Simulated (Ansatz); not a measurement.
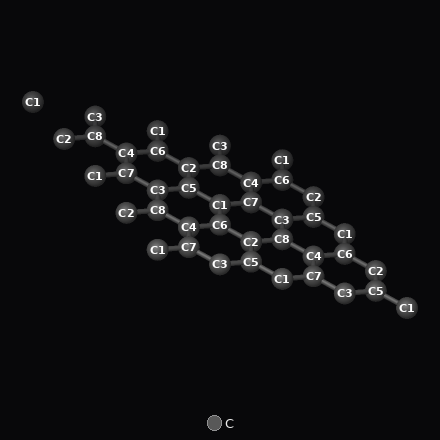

The system is Si on a two-dimensional sheet of C (8 atoms of substrate and one adsorbate in a 2 × 2 cell); the picture shows it without the atoms that are moved over the map. Si is moved over the surface cell at a fixed height above a rigid substrate; the origin of the map has the adsorbate above C1; the height is held at 3.10 Å. Places are given modulo a cell vector. The map is drawn in real space over the plane of the surface. Grid: 6 × 6 points; 7 points were computed and 29 follow by symmetry. Places are given in fractions of the 1 × 1 surface cell. All energies are given in meV relative to the lowest grid point. At a fixed height the lowest place need not be the adsorption site. These are results of DFT PBE+D3(BJ), scalar-relativistic, plane waves, PAW (Ansatz), not measurements. Settings: cutoff 420 eV, k-mesh 6×6×1, gaussian smearing 0.1 eV, spin-polarised.

Range: position of Si9 along the first surface vector from 0.000 to 0.833; position of Si9 along the second surface vector from 0.000 to 0.833.

**Predict the map.**

The lowest grid point is at (0/6, 3/6) of the cell vectors [nearest 1 C at 3.18 Å]. The same energy is found at (1/6, 5/6) of the cell vectors [nearest 1 C at 3.18 Å]; (3/6, 0/6) of the cell vectors [nearest 1 C at 3.18 Å]; (3/6, 3/6) of the cell vectors [nearest 1 C at 3.18 Å]. The highest grid point, the top site over a surface C atom, (0/6, 0/6) of the cell vectors, lies 6.75 meV above the lowest. At the lowest point the adsorbate has 1 C at 3.18 Å as nearest neighbours, at the highest 1 C at 3.10 Å.

| second ↓, first → | 0/6 | 1/6 | 2/6 | 3/6 | 4/6 | 5/6 |
| --- | --- | --- | --- | --- | --- | --- |
| 5/6 | 4.75 | 0.00 | 0.29 | 0.29 | 0.00 | 4.75 |
| 4/6 | 1.44 | 0.29 | 3.83 | 0.29 | 1.44 | 5.99 |
| 3/6 | 0.00 | 0.29 | 0.29 | 0.00 | 4.75 | 4.75 |
| 2/6 | 1.44 | 0.00 | 1.44 | 4.75 | 6.75 | 4.75 |
| 1/6 | 4.75 | 4.75 | 5.99 | 4.75 | 4.75 | 5.99 |
| 0/6 | 6.75 | 4.75 | 1.44 | 0.00 | 1.44 | 4.75 |

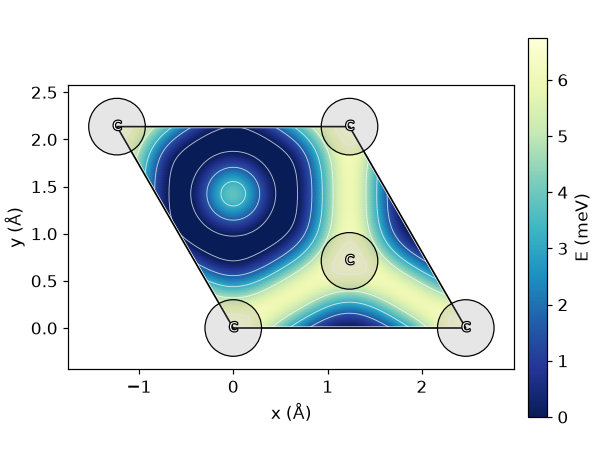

In the figure: a smooth colour map with a few white contour lines, labelled circles for the atoms of the top layer, the outline of one cell of the plane. Between grid points the surface is interpolated.

Time for the 7 points that were run: 5.7 min on 1 thread of Arm Neoverse V1, with other jobs on the host.

PAW datasets: the set soft_1.
